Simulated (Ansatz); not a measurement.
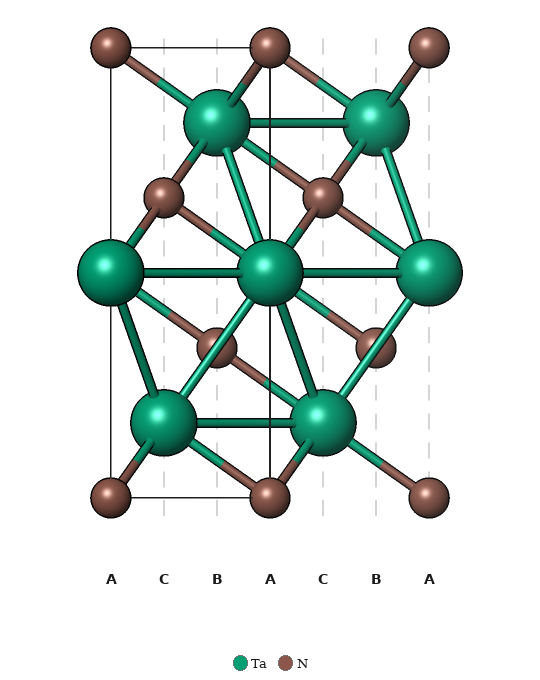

The picture looks along a close-packed row of the hexagonal mesh; [111] points upwards. The dashed lines mark the three columns A (0, 0), B (1/3, 2/3) and C (2/3, 1/3). The box is the hexagonal cell of the face-centred cubic lattice. The sequence starts with the first layer at or above the cell's origin.

TaN. Coordinates: coordinates from a relaxation with Ansatz, DFT PBE, scalar-relativistic, plane waves, PAW.

> Give the sequence of layers in one repeat, with element and column.

N(A) – Ta(C) – N(B) – Ta(A) – N(C) – Ta(B) (six layers in 7.65 Å).

> How are the N layers alone stacked?

N layers alone: ABC, the cubic close-packed type.

> Which positions between or in the N layers do the other atoms fill?

Ta: three octahedral sites (per hexagonal cell).
